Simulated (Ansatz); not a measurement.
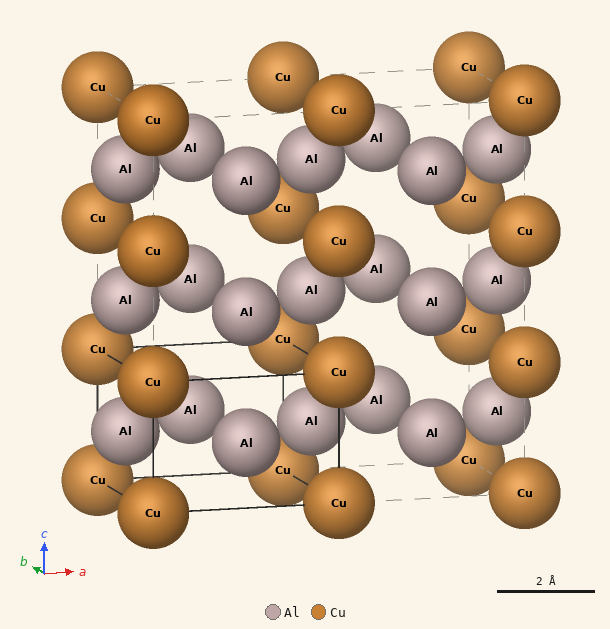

Crystal structure, spheres-only style, seen slightly off an axis. 2×1×3 cells are drawn; the solid outline is the conventional unit cell.

Al2Cu, space group P4/mmm (No. 123), a = 4.02 Å, b = 4.02 Å, c = 2.76 Å, α = 90.00°, β = 90.00°, γ = 90.00°.

Level of theory and settings: DFT PBEsol, scalar-relativistic, plane waves, PAW in Ansatz, an energy cutoff of 420 eV, a 12×12×16 k-point mesh, Gaussian smearing of 0.15 eV, no spin polarisation.

**What is the electronic character?**

A metal: bands cross the Fermi level.

**Which way would the volume go on relaxing?**

The computed pressure is 7.0 GPa (compressed: it would expand). The stress isn't hydrostatic: its largest component is 8.2 GPa.

The initial geometry was a structure listed in the Materials Project. The cell was then strained or its atoms displaced on purpose. It was run through Ansatz as a DFT input.

At this level of theory the run's own cell isn't at rest (compressed, at 7 GPa), so its distances can differ from those at equilibrium, the more so the softer the solid.
